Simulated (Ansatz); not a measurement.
**Geometry relaxation, with input and output: SnO (part 1 of 2)**

- system: SnO (Cmc2₁, 8 atoms in the cell)
- method: DFT PBE, scalar-relativistic, plane waves, PAW, no spin polarisation (Ansatz 0.2.0)

The structure derives from an entry of the Crystallography Open Database. It belongs to a series of runs on one base structure; here: structure reported for this formula (Cmc2_1, No. 36).

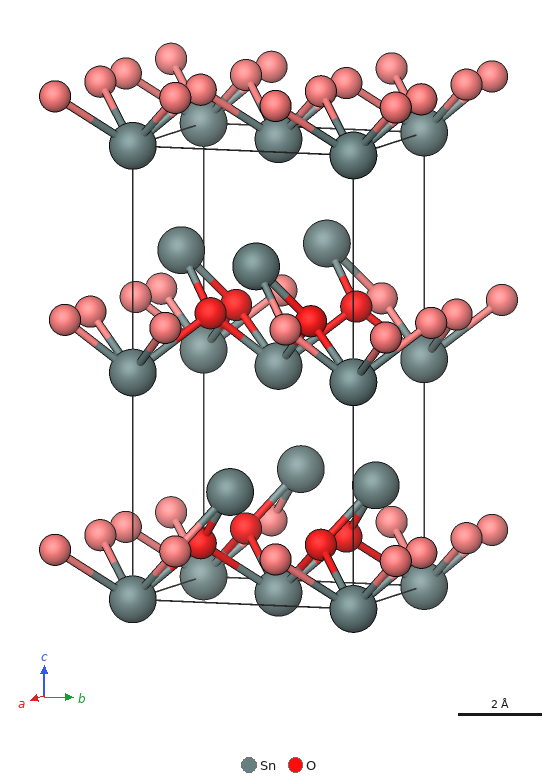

**Figure 1.** The structure as given in the input (ball-and-stick view of the cell 2 times as large as that of the calculation, set on its symmetry axes, seen slightly off an axis; neighbours outside the cell are drawn fainter).

Results in brief

| quantity | value |
| --- | --- |
| outcome | converged |
| space group (tolerance 0.01 Å) | Cmc2₁ (36) → P4/nmm (129) |
| electrons treated | 80 |
| free energy | −26366.7963 eV |
| Fermi energy | 8.850 eV |
| gap on the k-point mesh | 0.58 eV |
| pressure | 0.00 GPa |
| final volume | 153.66 Å³ |
| largest force (length of the vector) at the end | 0.005 eV/Å |
| final cell | a = 3.866 Å, b = 3.866 Å, c = 10.280 Å, α = 90.00°, β = 90.00°, γ = 90.05° |
| hardware | 1 thread of Intel Xeon @ 2.90GHz (Ice Lake), 192 GiB of memory available, shared host |
| wall time | 67 s |
| peak memory | 0.45 GiB |

Input
```yaml
crystal:
  lattice:
    - [2.5, -2.86, 0.0]
    - [2.5, 2.86, 0.0]
    - [0.0, 0.0, 11.12]
  atoms:
    - { symbol: Sn, position: [0.0, 0.0, 0.0] }
    - { symbol: Sn, position: [0.0, 0.0, 0.5] }
    - { symbol: Sn, position: [0.559, 0.441, 0.254] }
    - { symbol: Sn, position: [0.441, 0.559, 0.754] }
    - { symbol: O, position: [0.93, 0.43, 0.38] }
    - { symbol: O, position: [0.07, 0.57, 0.88] }
    - { symbol: O, position: [0.57, 0.07, 0.38] }
    - { symbol: O, position: [0.43, 0.93, 0.88] }
basis:
  ecutwfc: 420
kpoints:
  mp_grid: { grid: [4, 4, 2] }
hamiltonian:
  xc: pbe
scf:
  occupations: { method: gaussian, width: 0.1 }
  lower_state_search: "off"
output:
  forces: true
  stress: true
  eigenvalues: true
relax:
  adjacent_minimum: "off"
  f_tol: 0.04
  max_steps: 70
  cell: { stress_tol: 0.4 }
```

Run as:
```bash
ansatz run input.yaml --threads 1 --pin off --max-ram 2560MiB --backend cpu --events-out ev --progress --plain --runs-dir out
```

Log
```
Engine: ansatz 0.2.0, x86_64-unknown-linux-gnu
Pseudopotentials: kind: paw
Pseudopotential: Sn, paw, valence charge 14, recommended cutoff 420 eV (normal), Sn.paw.azcp
Pseudopotential: O, paw, valence charge 6, recommended cutoff 420 eV (normal), O.paw.azcp
Functional definition: PBE
  parameter kappa = 0.804
  parameter beta = 0.06672455060314922
  exchange = pbe_x(kappa = kappa, mu = beta*pi^2/3)
  correlation = pbe_c(beta = beta)
Crystal: 8 atoms, lattice volume = 159.016 Å³
Basis set: ecut = 420 eV, 3129 PW (Γ), exchange–correlation on 54×54×150 points (8 copies of the dense FFT grid, shifted against one another)
Bands: 48, of which v1, the nominal top of the filled ones, is band 40 counted from 1 (39 counted from 0)
Symmetry: 4 space group operations
Space group: Cmc21 (ITA 36), of the structure as read, at distance tolerance 5.4e-5 Å
k-points: 14 of 32
Non-local potential: Sn, projectors of the file, l = 0: 2, l = 1: 2, l = 2: 2, l = 3: 2
Non-local potential: O, projectors of the file, l = 0: 2, l = 1: 2, l = 2: 1
PAW form: soft (Blöchl's): semilocal exchange-correlation on the pseudo side does not see the compensation charge
PAW one-centre angular grid: Sn, 590 points (default); XC on 64 Gauss nodes
PAW one-centre angular grid: O, 110 points (default); XC on 64 Gauss nodes
Initial density: superposition of atomic densities (neutral atoms: chi_scale 0, normalization atom), corrected by the library's trained network
Initial wavefunctions: pseudopotential atomic-orbital guess
Functional: x = pbe(κ = 0.804, μ = 0.2195149727645171), c = pbe(β = 0.06672455060314922)
SCF iter   1: F=—  HF=-26359.268388 eV  |F-HF|=—  |Δ(HF+E_count)|=         —  Δρ=1.04e-2  dr2=1.34e-1  ethr=1.77e-3  ⟨swp⟩=6.2  Hψ=2607  notcnv=0
preconditioner: auto → LDOS  [insulator: Δε(μ)=0.420 eV  Ē_g=17.178 eV  σ=0.100 eV  W_gap=0.57  n_scr=42 (ndim 8)  ℏωp=26.3 eV  f_vac=0.029  D(μ)=3.03/eV (n_scr^D=18)  ε∞_Penn≈3.4  β→1.0]
SCF iter   2: F=—  HF=-26359.316290 eV  |F-HF|=—  |Δ(HF+E_count)|=   4.79e-2  Δρ=1.47e-2  dr2=6.15e-1  ethr=1.68e-4  ⟨swp⟩=3.3  Hψ=1402  notcnv=0  defer=36
SCF iter   3: F=—  HF=-26359.251928 eV  |F-HF|=—  |Δ(HF+E_count)|=   6.44e-2  Δρ=3.17e-3  dr2=2.52e-2  ethr=1.68e-4  ⟨swp⟩=3.1  Hψ=1453  notcnv=0  defer=36
SCF iter   4: F=—  HF=-26359.248180 eV  |F-HF|=—  |Δ(HF+E_count)|=   3.75e-3  Δρ=1.06e-3  dr2=2.46e-3  ethr=3.14e-5  ⟨swp⟩=1.8  Hψ=913  notcnv=0  defer=18
SCF iter   5: F=—  HF=-26359.247802 eV  |F-HF|=—  |Δ(HF+E_count)|=   3.78e-4  Δρ=3.49e-4  dr2=2.51e-4  ethr=3.07e-6  ⟨swp⟩=2.2  Hψ=803  notcnv=0  defer=18
SCF iter   6: F=—  HF=-26359.247769 eV  |F-HF|=—  |Δ(HF+E_count)|=   3.35e-5  Δρ=6.93e-5  dr2=6.52e-6  ethr=3.14e-7  ⟨swp⟩=2.1  Hψ=853  notcnv=0  defer=18
SCF iter   7: F=—  HF=-26359.247736 eV  |F-HF|=—  |Δ(HF+E_count)|=   3.30e-5  Δρ=1.29e-5  dr2=4.04e-7  ethr=8.15e-9  ⟨swp⟩=2.1  Hψ=949  notcnv=0  defer=16
SCF iter   8: F=-26359.247736 eV  HF=-26359.247736 eV  |F-HF|=1.14e-9  |Δ(HF+E_count)|=  5.82e-11  Δρ=2.89e-6  dr2=1.25e-8  ethr=1.25e-10  ⟨swp⟩=10.2  Hψ=3048  notcnv=0
SCF 1 converged in 8 iterations: F = -26359.247736 eV  dr2 = 1.25e-8
  greatest PAW one-centre occupation: 0.993 electrons in one spin orbital (limit 2), on the Sn atom at site 0 (counted from 0), in its partial waves of l = 2
relax step   1: F+E_penalty+E_count = -26359.24773561 eV  Δ(F+E_penalty+E_count) = +0.000e0 eV  max|allowed force component| = 8.790e0 eV/Å  Δτ_max = 0.0000 Å  P = +9.963 GPa  Ω = 159.016 Å³  (8 SCF iters, dr2 threshold 1.00e-7 eV, accepted)
Crystal: 8 atoms, lattice volume = 157.119 Å³
Basis set: ecut = 420 eV, 3093 PW (Γ), exchange–correlation on 54×54×150 points (8 copies of the dense FFT grid, shifted against one another)
Initial density: handed on by an earlier stage of this run
Initial wavefunctions: those handed on with the density
iter 1 solved again at ethr=8.18e-4 eV; its pass at ethr=3.10e-3 eV (dr2=6.54e-1 eV) is discarded
SCF iter   1: F=—  HF=-26365.295439 eV  |F-HF|=—  |Δ(HF+E_count)|=         —  Δρ=2.13e-2  dr2=6.58e-1  ethr=8.18e-4  ⟨swp⟩=1.0  Hψ=3619  notcnv=0
preconditioner: auto → Resta (q_TF=auto, 2.438 Å⁻¹)  ε∞=3.2  [insulator: Δε(μ)=0.901 eV  Ē_g=17.829 eV  σ=0.100 eV  W_gap=1.00  n_scr=44 (ndim 8)  ℏωp=26.5 eV  f_vac=0.041  D(μ)=0.00/eV (n_scr^D=0)  ε∞_Penn≈3.2]
SCF iter   2: F=—  HF=-26365.175814 eV  |F-HF|=—  |Δ(HF+E_count)|=   1.20e-1  Δρ=1.09e-2  dr2=1.05e-1  ethr=8.18e-4  ⟨swp⟩=3.5  Hψ=1267  notcnv=0
SCF iter   3: F=—  HF=-26365.164750 eV  |F-HF|=—  |Δ(HF+E_count)|=   1.11e-2  Δρ=4.78e-3  dr2=2.57e-2  ethr=1.32e-4  ⟨swp⟩=2.0  Hψ=1012  notcnv=0  defer=17
SCF iter   4: F=—  HF=-26365.166209 eV  |F-HF|=—  |Δ(HF+E_count)|=   1.46e-3  Δρ=2.32e-3  dr2=6.15e-3  ethr=3.21e-5  ⟨swp⟩=1.9  Hψ=826  notcnv=0  defer=17
SCF iter   5: F=—  HF=-26365.166811 eV  |F-HF|=—  |Δ(HF+E_count)|=   6.02e-4  Δρ=5.11e-4  dr2=4.16e-4  ethr=7.69e-6  ⟨swp⟩=2.5  Hψ=1191  notcnv=0  defer=17
SCF iter   6: F=—  HF=-26365.167018 eV  |F-HF|=—  |Δ(HF+E_count)|=   2.07e-4  Δρ=8.44e-5  dr2=1.57e-5  ethr=5.20e-7  ⟨swp⟩=2.0  Hψ=861  notcnv=0  defer=17
SCF iter   7: F=-26365.167036 eV  HF=-26365.167036 eV  |F-HF|=5.30e-7  |Δ(HF+E_count)|=   1.73e-5  Δρ=1.34e-5  dr2=3.54e-7  ethr=1.00e-9  ⟨swp⟩=8.8  Hψ=3565  notcnv=0
SCF 2 converged in 7 iterations: F = -26365.167036 eV  dr2 = 3.54e-7
  greatest PAW one-centre occupation: 0.993 electrons in one spin orbital (limit 2), on the Sn atom at site 1 (counted from 0), in its partial waves of l = 2
relax step   2: F+E_penalty+E_count = -26365.16703608 eV  Δ(F+E_penalty+E_count) = -5.919e0 eV  max|allowed force component| = 3.454e0 eV/Å  Δτ_max = 0.1948 Å  P = +3.712 GPa  Ω = 157.119 Å³  energy of the carried Pulay correction = +4.240e-3 eV  (7 SCF iters, dr2 threshold 8.00e-7 eV, accepted)
Crystal: 8 atoms, lattice volume = 151.328 Å³
Basis set: ecut = 420 eV, 2923 PW (Γ), exchange–correlation on 54×54×150 points (8 copies of the dense FFT grid, shifted against one another)
iter 1 solved again at ethr=2.46e-4 eV; its pass at ethr=3.10e-3 eV (dr2=1.97e-1 eV) is discarded
SCF iter   1: F=—  HF=-26366.269436 eV  |F-HF|=—  |Δ(HF+E_count)|=         —  Δρ=1.63e-2  dr2=1.97e-1  ethr=2.46e-4  ⟨swp⟩=1.0  Hψ=3886  notcnv=0
preconditioner: auto → Resta (q_TF=auto, 2.453 Å⁻¹)  ε∞=3.2  [insulator: Δε(μ)=0.940 eV  Ē_g=18.297 eV  σ=0.100 eV  W_gap=1.00  n_scr=48 (ndim 8)  ℏωp=27.0 eV  f_vac=0.044  D(μ)=0.00/eV (n_scr^D=0)  ε∞_Penn≈3.2]
SCF iter   2: F=—  HF=-26366.228703 eV  |F-HF|=—  |Δ(HF+E_count)|=   4.07e-2  Δρ=7.97e-3  dr2=5.64e-2  ethr=2.46e-4  ⟨swp⟩=2.9  Hψ=1246  notcnv=0
SCF iter   3: F=—  HF=-26366.220816 eV  |F-HF|=—  |Δ(HF+E_count)|=   7.89e-3  Δρ=1.91e-3  dr2=4.87e-3  ethr=7.05e-5  ⟨swp⟩=2.6  Hψ=1100  notcnv=0
SCF iter   4: F=—  HF=-26366.220858 eV  |F-HF|=—  |Δ(HF+E_count)|=   4.26e-5  Δρ=1.07e-3  dr2=1.48e-3  ethr=6.09e-6  ⟨swp⟩=2.0  Hψ=952  notcnv=0
SCF iter   5: F=—  HF=-26366.220761 eV  |F-HF|=—  |Δ(HF+E_count)|=   9.68e-5  Δρ=2.43e-4  dr2=9.23e-5  ethr=1.85e-6  ⟨swp⟩=2.0  Hψ=879  notcnv=0
SCF iter   6: F=—  HF=-26366.220742 eV  |F-HF|=—  |Δ(HF+E_count)|=   1.95e-5  Δρ=5.92e-5  dr2=6.34e-6  ethr=1.15e-7  ⟨swp⟩=2.0  Hψ=898  notcnv=0
SCF iter   7: F=-26366.220755 eV  HF=-26366.220754 eV  |F-HF|=5.09e-7  |Δ(HF+E_count)|=   1.23e-5  Δρ=1.09e-5  dr2=2.42e-7  ethr=1.00e-9  ⟨swp⟩=5.8  Hψ=3156  notcnv=0
SCF 3 converged in 7 iterations: F = -26366.220755 eV  dr2 = 2.42e-7
  greatest PAW one-centre occupation: 0.994 electrons in one spin orbital (limit 2), on the Sn atom at site 3 (counted from 0), in its partial waves of l = 2
relax step   3: F+E_penalty+E_count = -26366.22075475 eV  Δ(F+E_penalty+E_count) = -1.054e0 eV  max|allowed force component| = 1.976e0 eV/Å  Δτ_max = 0.1878 Å  P = +8.181 GPa  Ω = 151.328 Å³  energy of the carried Pulay correction = +1.751e-2 eV  (7 SCF iters, dr2 threshold 8.00e-7 eV, accepted)
Crystal: 8 atoms, lattice volume = 156.119 Å³
Basis set: ecut = 420 eV, 3083 PW (Γ), exchange–correlation on 54×54×150 points (8 copies of the dense FFT grid, shifted against one another)
iter 1 solved again at ethr=2.65e-4 eV; its pass at ethr=3.10e-3 eV (dr2=2.12e-1 eV) is discarded
SCF iter   1: F=—  HF=-26366.805016 eV  |F-HF|=—  |Δ(HF+E_count)|=         —  Δρ=1.35e-2  dr2=2.12e-1  ethr=2.65e-4  ⟨swp⟩=1.4  Hψ=3534  notcnv=0
preconditioner: auto → Resta (q_TF=auto, 2.441 Å⁻¹)  ε∞=3.2  [insulator: Δε(μ)=0.719 eV  Ē_g=17.879 eV  σ=0.100 eV  W_gap=1.00  n_scr=48 (ndim 8)  ℏωp=26.6 eV  f_vac=0.052  D(μ)=0.00/eV (n_scr^D=0)  ε∞_Penn≈3.2]
SCF iter   2: F=—  HF=-26366.758774 eV  |F-HF|=—  |Δ(HF+E_count)|=   4.62e-2  Δρ=5.78e-3  dr2=4.35e-2  ethr=2.65e-4  ⟨swp⟩=2.4  Hψ=1338  notcnv=0
SCF iter   3: F=—  HF=-26366.756217 eV  |F-HF|=—  |Δ(HF+E_count)|=   2.56e-3  Δρ=3.28e-3  dr2=1.27e-2  ethr=5.44e-5  ⟨swp⟩=2.9  Hψ=1224  notcnv=0
SCF iter   4: F=—  HF=-26366.755022 eV  |F-HF|=—  |Δ(HF+E_count)|=   1.20e-3  Δρ=8.52e-4  dr2=1.34e-3  ethr=1.58e-5  ⟨swp⟩=2.0  Hψ=943  notcnv=0
SCF iter   5: F=—  HF=-26366.755288 eV  |F-HF|=—  |Δ(HF+E_count)|=   2.66e-4  Δρ=2.12e-4  dr2=8.66e-5  ethr=1.67e-6  ⟨swp⟩=2.0  Hψ=877  notcnv=0
SCF iter   6: F=—  HF=-26366.755383 eV  |F-HF|=—  |Δ(HF+E_count)|=   9.58e-5  Δρ=5.18e-5  dr2=5.43e-6  ethr=1.08e-7  ⟨swp⟩=2.6  Hψ=1108  notcnv=0
SCF iter   7: F=-26366.755394 eV  HF=-26366.755394 eV  |F-HF|=2.63e-7  |Δ(HF+E_count)|=   1.05e-5  Δρ=1.07e-5  dr2=1.95e-7  ethr=1.00e-9  ⟨swp⟩=8.6  Hψ=3101  notcnv=0
SCF 4 converged in 7 iterations: F = -26366.755394 eV  dr2 = 1.95e-7
  greatest PAW one-centre occupation: 0.993 electrons in one spin orbital (limit 2), on the Sn atom at site 3 (counted from 0), in its partial waves of l = 2
relax step   4: F+E_penalty+E_count = -26366.75539405 eV  Δ(F+E_penalty+E_count) = -5.346e-1 eV  max|allowed force component| = 1.647e-1 eV/Å  Δτ_max = 0.1941 Å  P = +0.523 GPa  Ω = 156.119 Å³  energy of the carried Pulay correction = +6.497e-3 eV  (7 SCF iters, dr2 threshold 8.00e-7 eV, accepted)
Crystal: 8 atoms, lattice volume = 154.851 Å³
Basis set: ecut = 420 eV, 3067 PW (Γ), exchange–correlation on 54×54×150 points (8 copies of the dense FFT grid, shifted against one another)
iter 1 solved again at ethr=3.81e-6 eV; its pass at ethr=3.10e-3 eV (dr2=3.05e-3 eV) is discarded
SCF iter   1: F=—  HF=-26366.764496 eV  |F-HF|=—  |Δ(HF+E_count)|=         —  Δρ=1.53e-3  dr2=2.71e-3  ethr=3.81e-6  ⟨swp⟩=2.0  Hψ=3541  notcnv=0
preconditioner: auto → Resta (q_TF=auto, 2.444 Å⁻¹)  ε∞=3.2  [insulator: Δε(μ)=0.613 eV  Ē_g=17.864 eV  σ=0.100 eV  W_gap=1.00  n_scr=48 (ndim 8)  ℏωp=26.7 eV  f_vac=0.041  D(μ)=0.00/eV (n_scr^D=0)  ε∞_Penn≈3.2]
SCF iter   2: F=—  HF=-26366.763991 eV  |F-HF|=—  |Δ(HF+E_count)|=   5.05e-4  Δρ=6.81e-4  dr2=5.19e-4  ethr=3.38e-6  ⟨swp⟩=3.0  Hψ=1230  notcnv=0
SCF iter   3: F=—  HF=-26366.763942 eV  |F-HF|=—  |Δ(HF+E_count)|=   4.88e-5  Δρ=3.93e-4  dr2=1.73e-4  ethr=6.49e-7  ⟨swp⟩=2.0  Hψ=882  notcnv=0
SCF iter   4: F=—  HF=-26366.763931 eV  |F-HF|=—  |Δ(HF+E_count)|=   1.10e-5  Δρ=7.41e-5  dr2=1.01e-5  ethr=2.16e-7  ⟨swp⟩=2.0  Hψ=872  notcnv=0
SCF iter   5: F=-26366.763934 eV  HF=-26366.763934 eV  |F-HF|=6.16e-7  |Δ(HF+E_count)|=   2.41e-6  Δρ=2.10e-5  dr2=6.45e-7  ethr=1.00e-9  ⟨swp⟩=5.9  Hψ=3180  notcnv=0
SCF 5 converged in 5 iterations: F = -26366.763934 eV  dr2 = 6.45e-7
  greatest PAW one-centre occupation: 0.993 electrons in one spin orbital (limit 2), on the Sn atom at site 2 (counted from 0), in its partial waves of l = 2
relax step   5: F+E_penalty+E_count = -26366.76393431 eV  Δ(F+E_penalty+E_count) = -8.540e-3 eV  max|allowed force component| = 1.092e-2 eV/Å  Δτ_max = 0.0193 Å  P = +0.078 GPa  Ω = 154.851 Å³  energy of the carried Pulay correction = +9.377e-3 eV  (5 SCF iters, dr2 threshold 8.00e-7 eV, accepted)
Basis set: ecut = 420 eV, 3067 PW (Γ), exchange–correlation on 54×54×144 points (8 copies of the dense FFT grid, shifted against one another)
Initial wavefunctions: pseudopotential atomic-orbital guess (no wavefunctions were taken with the density)
iter 1 solved again at ethr=2.13e-7 eV; its pass at ethr=3.10e-3 eV (dr2=1.70e-4 eV) is discarded
SCF iter   1: F=—  HF=-26366.790183 eV  |F-HF|=—  |Δ(HF+E_count)|=         —  Δρ=6.90e-4  dr2=9.62e-5  ethr=2.13e-7  ⟨swp⟩=3.1  Hψ=4186  notcnv=0
preconditioner: auto → Resta (q_TF=auto, 2.444 Å⁻¹)  ε∞=3.2  [insulator: Δε(μ)=0.626 eV  Ē_g=17.878 eV  σ=0.100 eV  W_gap=1.00  n_scr=48 (ndim 8)  ℏωp=26.7 eV  f_vac=0.041  D(μ)=0.00/eV (n_scr^D=0)  ε∞_Penn≈3.2]
SCF iter   2: F=—  HF=-26366.790574 eV  |F-HF|=—  |Δ(HF+E_count)|=   3.91e-4  Δρ=3.48e-4  dr2=2.64e-5  ethr=1.20e-7  ⟨swp⟩=2.0  Hψ=851  notcnv=0
SCF iter   3: F=—  HF=-26366.790720 eV  |F-HF|=—  |Δ(HF+E_count)|=   1.47e-4  Δρ=1.16e-4  dr2=1.19e-5  ethr=3.30e-8  ⟨swp⟩=2.0  Hψ=952  notcnv=0
SCF iter   4: F=—  HF=-26366.790725 eV  |F-HF|=—  |Δ(HF+E_count)|=   4.39e-6  Δρ=1.06e-5  dr2=6.69e-8  ethr=1.48e-8  ⟨swp⟩=2.0  Hψ=934  notcnv=0
SCF iter   5: F=—  HF=-26366.790724 eV  |F-HF|=—  |Δ(HF+E_count)|=   9.51e-7  Δρ=1.75e-6  dr2=4.70e-9  ethr=6.40e-12  ⟨swp⟩=4.4  Hψ=3048  notcnv=0
SCF iter   6: F=-26366.790724 eV  HF=-26366.790724 eV  |F-HF|=1.48e-9  |Δ(HF+E_count)|=   3.59e-9  Δρ=7.09e-7  dr2=7.80e-10  ethr=5.87e-12  ⟨swp⟩=2.9  Hψ=2273  notcnv=0
SCF 6 converged in 6 iterations: F = -26366.790724 eV  dr2 = 7.80e-10
relax step   6: F+E_penalty+E_count = -26366.79072377 eV  Δ(F+E_penalty+E_count) = -2.679e-2 eV  max|allowed force component| = 1.370e-2 eV/Å  Δτ_max = 0.0000 Å  P = +0.295 GPa  Ω = 154.851 Å³  stress off target by 9.92e-1 GPa  SCF on the basis re-selected at this cell (its energy is not comparable with the rows above)  (6 SCF iters)
basis re-selected at this cell: Δ(F+E_penalty+E_count) = -2.679e-2 eV, ΔP = +0.217 GPa vs the last step (what re-selecting the basis moved, of the pressure what is left beyond the Pulay correction that the steps carried, after the strain that the cell walked since its last selection, with what the two solves' SCF thresholds leave and, on support functions, any second-order correction that the steps lacked; it is no measure of the basis error at this ecutwfc). The dense FFT grid was sized anew with the basis: this SCF ran on 27×27×72 points, the steps before it on 27×27×75, so part of this shift can come from that change (see relax.cell in the input reference). This SCF's stress stands 9.92e-1 GPa from its target on what of the cell is left free (relax.cell.stress_tol is 4.00e-1 GPa) and its largest allowed force component is 1.37e-2 eV/Å (relax.f_tol is 4.00e-2 eV/Å): not within both, so this SCF does not close the relaxation
Crystal: 8 atoms, lattice volume = 153.661 Å³
Basis set: ecut = 420 eV, 3027 PW (Γ), exchange–correlation on 54×54×144 points (8 copies of the dense FFT grid, shifted against one another)
iter 1 solved again at ethr=2.16e-6 eV; its pass at ethr=3.10e-3 eV (dr2=1.73e-3 eV) is discarded
SCF iter   1: F=—  HF=-26366.799448 eV  |F-HF|=—  |Δ(HF+E_count)|=         —  Δρ=1.22e-3  dr2=1.74e-3  ethr=2.16e-6  ⟨swp⟩=2.1  Hψ=3650  notcnv=0
preconditioner: auto → Resta (q_TF=auto, 2.447 Å⁻¹)  ε∞=3.3  [insulator: Δε(μ)=0.572 eV  Ē_g=17.858 eV  σ=0.100 eV  W_gap=1.00  n_scr=40 (ndim 8)  ℏωp=26.8 eV  f_vac=0.037  D(μ)=0.00/eV (n_scr^D=0)  ε∞_Penn≈3.3]
SCF iter   2: F=—  HF=-26366.799378 eV  |F-HF|=—  |Δ(HF+E_count)|=   7.05e-5  Δρ=6.08e-4  dr2=4.33e-4  ethr=2.16e-6  ⟨swp⟩=2.0  Hψ=820  notcnv=0
SCF iter   3: F=—  HF=-26366.799425 eV  |F-HF|=—  |Δ(HF+E_count)|=   4.76e-5  Δρ=3.38e-4  dr2=1.47e-4  ethr=5.42e-7  ⟨swp⟩=2.0  Hψ=865  notcnv=0
SCF iter   4: F=—  HF=-26366.799446 eV  |F-HF|=—  |Δ(HF+E_count)|=   2.10e-5  Δρ=5.18e-5  dr2=3.35e-6  ethr=1.84e-7  ⟨swp⟩=2.0  Hψ=894  notcnv=0
SCF iter   5: F=-26366.799450 eV  HF=-26366.799449 eV  |F-HF|=5.92e-7  |Δ(HF+E_count)|=   2.91e-6  Δρ=1.79e-5  dr2=4.38e-7  ethr=1.00e-9  ⟨swp⟩=7.2  Hψ=2992  notcnv=0
SCF 7 converged in 5 iterations: F = -26366.799450 eV  dr2 = 4.38e-7
```
